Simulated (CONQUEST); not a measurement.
**A series of single points on Ga**

System: Ga (Cmcm, 4 atoms in the cell).
Method: Kohn-Sham DFT of a periodic cell, PBE, PseudoDojo NC PBE, no spin polarisation (CONQUEST 1.3).

The 7 runs differ only in the geometry, by an even scaling of the cell at fixed fractional positions. The structure derives from an entry of the Crystallography Open Database.

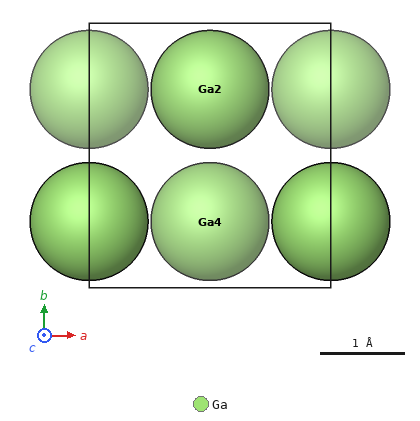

Figure 1. The structure of run 4 (spheres-only view of the cell of the calculation, along the c axis; atoms are numbered from 1 in the order of the input).

### Input of run 4
```
IO.Title Ga
IO.Coordinates coords.dat
IO.FractionalAtomicCoords T
IO.Iprint 2
IO.Iprint_init 1
General.NumberOfSpecies 1
General.PseudopotentialType hamann
AtomMove.TypeOfRun static
AtomMove.FullStress T
Grid.PointsAlongX 32
Grid.PointsAlongY 32
Grid.PointsAlongZ 80
DM.SolutionMethod diagon
Diag.MPMesh T
Diag.GammaCentred T
Diag.MPMeshX 9
Diag.MPMeshY 8
Diag.MPMeshZ 4
Diag.kT 0.00183747
minE.SCTolerance 1e-6
SC.MaxIters 100
IO.AtomChargeOutput T
%block ChemicalSpeciesLabel
1 69.720 Ga
%endblock
```

Command:
```bash
OMP_NUM_THREADS=1 Conquest
```

Lattice vectors (Å) and fractional positions of run 4:
```
   2.900000    0.000000    0.000000
   0.000000    3.170000    0.000000
   0.000000    0.000000    8.130000
Ga  0.000000  0.750000  0.133000
Ga  0.500000  0.750000  0.633000
Ga  0.000000  0.250000  0.867000
Ga  0.500000  0.250000  0.367000
```

Run 3 has the same physical settings and fractional positions; its lattice vectors (Å) are:
```
   2.880536    0.000000    0.000000
   0.000000    3.148724    0.000000
   0.000000    0.000000    8.075435
```

### Results, with one run withheld

```tsv
run	volume per atom (Å³)	free energy per atom, from the lowest run given (meV)	pressure (GPa)
1	17.564	35.05	6.42
2	17.937	21.86	4.88
3	18.311	?	?
4	18.685	5.65	2.24
5	19.058	1.75	1.11
6	19.432	0.00	0.35
7	19.806	0.24	−0.56
```

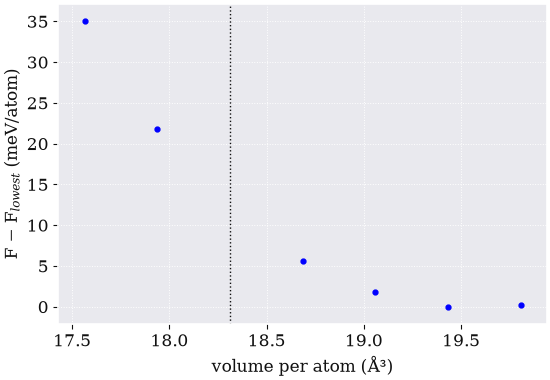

Figure 2. Free energy per atom of the runs given; the dotted line marks run 3.

Fit the runs given and predict run 3.

A cubic polynomial in V^(−2/3) (the Birch–Murnaghan form), fitted to the 6 runs given, misses them by at most 0.02 meV per atom. With x = V^(−2/3) − 0.14184 Å⁻², it reads F = 5.1848 + 2615.4 x + 3.3921e+05 x² + 3.8803e+06 x³ (meV per atom). At run 3 it gives 12.22 meV per atom, and the run itself gives 12.51. The slope of the fit gives a pressure −dF/dV of 3.44 GPa there, and the run prints 3.41 GPa. The fit has its minimum at 19.573 Å³ per atom, where V d²F/dV² gives 40.1 GPa. Cell shape and fractional positions are held, so this is the stiffness under even scaling; the relaxed bulk modulus wasn't computed.

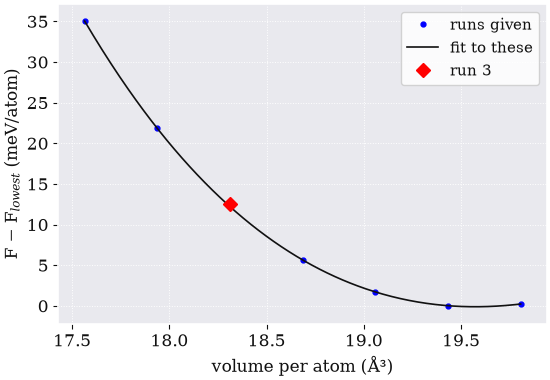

Figure 3. The fit and the withheld run.

### Some lines of the output (run 3)
```
[...]
          DFT Total Energy                 :      -305.831000144781569 Ha
          Free Energy (E-TS)               :      -305.841341310115752 Ha
          DFT Total Energy                 :      -305.839614988370045 Ha
          Free Energy (E-TS)               :      -305.840577255621611 Ha
          DFT Total Energy                 :      -305.840081678249589 Ha
          Free Energy (E-TS)               :      -305.840595911977800 Ha
          DFT Total Energy                 :      -305.840083827461967 Ha
          Free Energy (E-TS)               :      -305.840595221908302 Ha
          DFT Total Energy                 :      -305.840085402939053 Ha
          Free Energy (E-TS)               :      -305.840594909258016 Ha
          DFT Total Energy                 :      -305.840085075599688 Ha
      | Free Energy as E-TS      =      -305.840594909258016 Ha
      |* DFT total energy        =      -305.840085075599688 Ha
    force: Average pressure:      3.41014435 GPa
```

Notes: With a small basis of atomic orbitals these values can differ much from converged plane-wave results.
